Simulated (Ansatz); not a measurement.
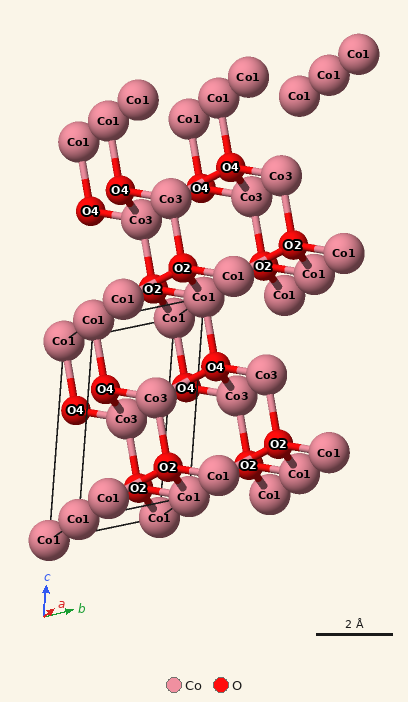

Fig. 1: The structure (ball-and-stick view of the reduced cell, repeated 2 × 2 × 2, seen at an oblique angle; atoms are numbered from 1 in the order of the input). An atom can appear more than once, as a periodic image. Near neighbours in the periodic cell (some may lie outside the picture): Co has 4 O at 1.88 Å; O has 4 Co at 1.88 Å.

**What a change does: single-point calculation on CoO**

System: CoO (F-43m, 4 atoms in the cell).
Method of run 1: DFT PBEsol+U, scalar-relativistic, plane waves, PAW, Ueff = 3 eV on Co d, spin-polarised (Ansatz 0.2.0).

The structure was built on a prototype by a generator; it need not be a known phase. Text and figures count atoms from 1; the logs count them from 0 in places.

### The input, run 1
```yaml
crystal:
  lattice:
    - [0.0, 2.174480496, 2.174480496]
    - [2.174480496, 0.0, 2.174480496]
    - [4.348960992, 4.348960992, 0.0]
  atoms:
    - { symbol: Co, position: [0.0, 1.0, 1.0], spin: 3.0 }
    - { symbol: O, position: [0.25, 0.25, 0.125] }
    - { symbol: Co, position: [0.0, 1.0, 0.5], spin: -3.0 }
    - { symbol: O, position: [0.25, 0.25, 0.625] }
basis:
  ecutwfc: 420
kpoints:
  mp_grid: { grid: [16, 16, 8] }
hamiltonian:
  xc: pbesol
  hubbard: { sites: [{ species: Co, l: d, u_eff: 3.0 }] }
scf:
  occupations: { method: gaussian, width: 0.05 }
output:
  forces: true
  stress: true
  eigenvalues: true
  populations: true
magnetization:
  spin_polarized: true
```

Launched with:
```bash
ansatz run input.yaml --threads 1 --pin off --max-ram 2560MiB --backend cpu --events-out ev --progress --plain --runs-dir out
```

Hardware: 1 thread of Intel Xeon @ 2.70GHz, 189 GiB of memory available, shared host.

### Output, shortened to warnings, some set-up lines, iterations and results (run 1)
```
Basis set: ecut = 420 eV, 821 PW (Γ), exchange–correlation on 48×48×90 points (8 copies of the dense FFT grid, shifted against one another)
Symmetry: 6 space group operations
k-points: 213 of 2048 (time reversal used)
Initial density: superposition of atomic densities (chi_scale 0.1, normalization cell, long waves kept (reshape's long-wave potential 0.00 eV rms))
[...]
SCF iter   1: F=—  HF=-11304.011595 eV  |F-HF|=—  |Δ(HF+E_count)|=         —  Δρ=1.77e-1 (↑1.77e-1 ↓1.77e-1)  dr2=2.75e1  dr2_m=3.63e0  M=-0.000 μB ∫|m|=3.867 μB  β_m=0.30  …
SCF iter   2: F=—  HF=-11301.217263 eV  |F-HF|=—  |Δ(HF+E_count)|=    2.79e0  Δρ=4.36e-2 (↑4.36e-2 ↓4.36e-2)  dr2=9.97e-1  dr2_m=2.43e-1  M=0.000 μB ∫|m|=5.094 μB  β_m=0.30  …
SCF iter   3: F=—  HF=-11301.646647 eV  |F-HF|=—  |Δ(HF+E_count)|=   4.29e-1  Δρ=3.60e-2 (↑3.60e-2 ↓3.60e-2)  dr2=6.92e-1  dr2_m=1.80e-1  M=-0.000 μB ∫|m|=5.114 μB  β_m=0.30  …
SCF iter   4: F=—  HF=-11302.072210 eV  |F-HF|=—  |Δ(HF+E_count)|=   4.26e-1  Δρ=2.27e-2 (↑2.27e-2 ↓2.26e-2)  dr2=1.11e-1  dr2_m=1.20e-1  M=0.000 μB ∫|m|=5.145 μB  β_m=1.00  …
SCF iter   5: F=—  HF=-11302.369341 eV  |F-HF|=—  |Δ(HF+E_count)|=   2.97e-1  Δρ=9.65e-3 (↑9.64e-3 ↓9.65e-3)  dr2=7.07e-2  dr2_m=7.04e-3  M=0.000 μB ∫|m|=5.223 μB  β_m=1.00  …
[... 8 lines ...]
SCF iter  14: F=—  HF=-11302.903983 eV  |F-HF|=—  |Δ(HF+E_count)|=   8.76e-7  Δρ=1.65e-5 (↑1.55e-5 ↓1.65e-5)  dr2=2.68e-7  dr2_m=2.15e-8  M=0.000 μB ∫|m|=5.322 μB  β_m=0.91  …
SCF iter  15: F=—  HF=-11302.903983 eV  |F-HF|=—  |Δ(HF+E_count)|=   1.42e-7  Δρ=1.88e-5 (↑1.73e-5 ↓1.88e-5)  dr2=2.87e-7  dr2_m=3.98e-9  M=0.000 μB ∫|m|=5.322 μB  β_m=0.91  …
SCF iter  16: F=-11302.903983 eV  HF=-11302.903983 eV  |F-HF|=2.50e-8  |Δ(HF+E_count)|=   4.33e-8  Δρ=7.11e-6 (↑7.11e-6 ↓6.24e-6)  dr2=3.96e-8  dr2_m=8.97e-10  M=0.000 μB …
SCF iter  17: F=-11302.903983 eV  HF=-11302.903983 eV  |F-HF|=3.58e-9  |Δ(HF+E_count)|=   2.11e-9  Δρ=2.04e-6 (↑1.94e-6 ↓2.04e-6)  dr2=4.75e-9  dr2_m=4.43e-11  M=0.000 μB …
SCF 1 converged in 17 iterations: F = -11302.903983 eV  dr2 = 4.75e-9
SCF converged after 17 iterations
an eigenvalue changed by more than its tolerance at an iteration that met the thresholds in force, so the SCF went on 1 time: the last check found none over its tolerance
Magnetization: 0.0000 μB (23.0000 up, 23.0000 down)
Absolute magnetization: 5.3186 μB (∫|ρ↑−ρ↓|, with the PAW one-centre terms)
Spin contamination: 2.7727 ħ² per cell (⟨S²⟩ above its minimum at these occupations)
Per-site moments (μB) at R_I (Å): [(2.2240954220007243, 0.7768015816975368), (0.12042261605898703, 0.776801581697537), (-2.2240949937240293, 0.776801581697537), (-0.12042377266202323, 0.7768015816975368)]
Free energy (F): -11302.903983 eV
Harris-Foulkes:  -11302.903983 eV  (|F-HF|=3.58e-9)
Internal energy: -11302.903983 eV  (E = F + TS)
E sigma→0 (E₀):  -11302.903983 eV
Fermi energy:    12.938142 eV
--- Per-component energies (eV) ---
  E_band       = -681.846197
  E_kinetic    = 1246.300185
  E_local      = -7450.656972  (includes V_loc(G=0)·N_el)
  E_nonlocal   = 1031.362680
  E_hartree    = 3077.103493
  E_xc         = -455.560823
  E_vxc        = -588.595209  (∫ρ·V_xc dr)
  E_hubbard    = 1.657400  (on-site DFT+U / exact-exchange correction)
  E_vhub       = -18.869340  (the Hubbard potential's part of the band-sum identity)
  E_paw        = -3278.154195  (= ΣΔE_a)
  E_vpaw       = -1055.605502  (= ΣTr[D̂ρ^β])
  E_aug_tail   = 0.004729  (compensation charges beyond the density's cutoff)
  E_ewald      = -5475.407895
  E_core_change = 0.447414  (= ΣΔE_core)
  E_smearing   = -0.000000  (= −TS)
  E_closure    = 0.000000  (closes the sum)
  Σ components = -11302.903983   (vs F -11302.903983, Δ=0.00e0)
--- Forces (eV/Å), atoms counted from 1 ---
  atom   1  Co    -0.30584231    -0.30584231     0.30584231
  atom   2  O      0.30584092     0.30584092    -0.30584092
  atom   3  Co    -0.30584875    -0.30584875     0.30584875
  atom   4  O      0.30584380     0.30584380    -0.30584380
  max |Σ_I F_I| component: 6.34e-6 eV/Å
--- Stress (GPa, compression-positive) ---
       21.735961      -3.258591       3.258591
       -3.258591      21.735961       3.258591
        3.258591       3.258591      21.735961
  P = ⅓ Tr σ = 21.7360 GPa (217.360 kbar)
Occupation matrices written to [file]
--- Löwdin populations: 4 sites ---
  site symbol       q [e]    m [muB]
     0     Co     15.9072     2.4220
     1      O      6.9400     0.1933
     2     Co     15.9072    -2.4220
     3      O      6.9400    -0.1933
  spilling = 0.006639 (of n_electrons = 46.000000)
```

Run 2 used a changed input.

### The two runs side by side

| quantity | run 1 | run 2 |
| --- | --- | --- |
| outcome | converged | converged |
| free energy per atom (eV) | −2825.7260 | −2825.4843 |
| gap on the mesh (eV) | 0.70 | 1.12 |
| net moment of the cell (μB) | 0.00 | 0.00 |
| absolute moment of the cell (μB) | 5.32 | 5.51 |
| pressure (GPa) | 21.74 | 28.22 |
| largest force (eV/Å) | 0.530 | 0.401 |
| SCF iterations | 17 | – |
| irreducible k-points | 213 | 213 |
| plane waves at Γ | 821 | 821 |
| wall time (shared host) | 2.1 min | 2.8 min |

Which change of the input explains these differences?

The change (lines with − go, lines with + come):
```diff
-  hubbard: { sites: [{ species: Co, l: d, u_eff: 3.0 }] }
+  hubbard: { sites: [{ species: Co, l: d, u_eff: 5.0 }] }
```

The total energies belong to different models, so their difference says nothing on which is more stable or more accurate. The gap on the mesh goes from 0.70 to 1.12 eV. The pressure goes from 21.74 to 28.22 GPa. The largest force goes from 0.530 to 0.401 eV/Å. U penalises partly filled orbitals: filled states of the shell move down and empty ones up, so the larger U gives the wider gap.

### Output, shortened to warnings, some set-up lines, iterations and results (run 2)
```
Basis set: ecut = 420 eV, 821 PW (Γ), exchange–correlation on 48×48×90 points (8 copies of the dense FFT grid, shifted against one another)
Symmetry: 6 space group operations
k-points: 213 of 2048 (time reversal used)
Initial density: superposition of atomic densities (chi_scale 0.1, normalization cell, long waves kept (reshape's long-wave potential 0.00 eV rms))
[...]
SCF iter   1: F=—  HF=-11300.937627 eV  |F-HF|=—  |Δ(HF+E_count)|=         —  Δρ=1.59e-1 (↑1.59e-1 ↓1.59e-1)  dr2=2.37e1  dr2_m=2.41e0  M=0.000 μB ∫|m|=4.289 μB  β_m=0.30  …
SCF iter   2: F=—  HF=-11298.779830 eV  |F-HF|=—  |Δ(HF+E_count)|=    2.16e0  Δρ=4.43e-2 (↑4.43e-2 ↓4.43e-2)  dr2=1.12e0  dr2_m=2.80e-1  M=0.000 μB ∫|m|=5.239 μB  β_m=0.30  …
SCF iter   3: F=—  HF=-11299.589215 eV  |F-HF|=—  |Δ(HF+E_count)|=   8.09e-1  Δρ=3.61e-2 (↑3.61e-2 ↓3.61e-2)  dr2=4.20e-1  dr2_m=2.11e-1  M=0.000 μB ∫|m|=5.270 μB  β_m=1.00  …
SCF iter   4: F=—  HF=-11300.486513 eV  |F-HF|=—  |Δ(HF+E_count)|=   8.97e-1  Δρ=1.31e-2 (↑1.31e-2 ↓1.31e-2)  dr2=5.27e-2  dr2_m=1.09e-2  M=0.000 μB ∫|m|=5.360 μB  β_m=1.00  …
SCF iter   5: F=—  HF=-11301.116889 eV  |F-HF|=—  |Δ(HF+E_count)|=   6.30e-1  Δρ=8.27e-3 (↑8.27e-3 ↓8.27e-3)  dr2=4.78e-2  dr2_m=5.38e-3  M=0.000 μB ∫|m|=5.418 μB  β_m=1.00  …
[... 13 lines ...]
SCF iter  19: F=-11301.937074 eV  HF=-11301.937074 eV  |F-HF|=2.04e-9  |Δ(HF+E_count)|=   1.60e-8  Δρ=1.73e-6 (↑1.73e-6 ↓1.29e-6)  dr2=2.40e-9  dr2_m=3.20e-10  M=0.000 μB …
SCF 1 converged in 19 iterations: F = -11301.937074 eV  dr2 = 2.40e-9
SCF iter   1: F=—  HF=-11301.937074 eV  |F-HF|=—  |Δ(HF+E_count)|=         —  Δρ=1.73e-6 (↑1.73e-6 ↓1.29e-6)  dr2=2.40e-9  dr2_m=3.18e-10  M=0.000 μB ∫|m|=5.512 μB  …
SCF iter   2: F=-11301.937074 eV  HF=-11301.937074 eV  |F-HF|=1.04e-8  |Δ(HF+E_count)|=   2.64e-9  Δρ=2.98e-6 (↑2.63e-6 ↓2.98e-6)  dr2=1.09e-8  dr2_m=6.02e-11  M=0.000 μB …
SCF 2 converged in 2 iterations: F = -11301.937074 eV  dr2 = 1.09e-8
SCF converged after 19 iterations
an eigenvalue changed by more than its tolerance at an iteration that met the thresholds in force, so the SCF went on 1 time: the last check found none over its tolerance
Magnetization: 0.0000 μB (23.0000 up, 23.0000 down)
Absolute magnetization: 5.5085 μB (∫|ρ↑−ρ↓|, with the PAW one-centre terms)
Spin contamination: 2.8826 ħ² per cell (⟨S²⟩ above its minimum at these occupations)
Per-site moments (μB) at R_I (Å): [(2.3245278142042385, 0.7768015816975368), (0.09648310043603915, 0.776801581697537), (-2.32452848962694, 0.776801581697537), (-0.09648302587290497, 0.7768015816975368)]
Free energy (F): -11301.937074 eV
Harris-Foulkes:  -11301.937074 eV  (|F-HF|=2.04e-9)
Internal energy: -11301.937074 eV  (E = F + TS)
E sigma→0 (E₀):  -11301.937074 eV
Fermi energy:    12.775039 eV
--- Per-component energies (eV) ---
  E_band       = -695.330183
  E_kinetic    = 1246.309091
  E_local      = -7449.889377  (includes V_loc(G=0)·N_el)
  E_nonlocal   = 1032.193312
  E_hartree    = 3076.228918
  E_xc         = -455.686833
  E_vxc        = -588.746894  (∫ρ·V_xc dr)
  E_hubbard    = 2.133051  (on-site DFT+U / exact-exchange correction)
  E_vhub       = -32.389134  (the Hubbard potential's part of the band-sum identity)
  E_paw        = -3278.269510  (= ΣΔE_a)
  E_vpaw       = -1055.268915  (= ΣTr[D̂ρ^β])
  E_aug_tail   = 0.004753  (compensation charges beyond the density's cutoff)
  E_ewald      = -5475.407895
  E_core_change = 0.447414  (= ΣΔE_core)
  E_smearing   = -0.000000  (= −TS)
  E_closure    = -0.000000  (closes the sum)
  Σ components = -11301.937074   (vs F -11301.937074, Δ=0.00e0)
--- Forces (eV/Å), atoms counted from 1 ---
  atom   1  Co    -0.23138816    -0.23138816     0.23138816
  atom   2  O      0.23136365     0.23136365    -0.23136365
  atom   3  Co    -0.23134305    -0.23134305     0.23134305
  atom   4  O      0.23137009     0.23137009    -0.23137009
  max |Σ_I F_I| component: 2.53e-6 eV/Å
--- Stress (GPa, compression-positive) ---
       28.215358      -2.497558       2.497558
       -2.497558      28.215358       2.497558
        2.497558       2.497558      28.215358
  P = ⅓ Tr σ = 28.2154 GPa (282.154 kbar)
Occupation matrices written to [file]
--- Löwdin populations: 4 sites ---
  site symbol       q [e]    m [muB]
     0     Co     15.8508     2.5470
     1      O      6.9990     0.1617
     2     Co     15.8508    -2.5470
     3      O      6.9989    -0.1617
  spilling = 0.006534 (of n_electrons = 46.000000)
```

For both runs: The electronic state found may not be the lowest one. For run 1: The cell is under a pressure of 22 GPa at this level, so it is not at its equilibrium volume. For run 2: Warnings: the search outside the symmetry group is no proof of a minimum. The cell is under a pressure of 28 GPa at this level, so it is not at its equilibrium volume.
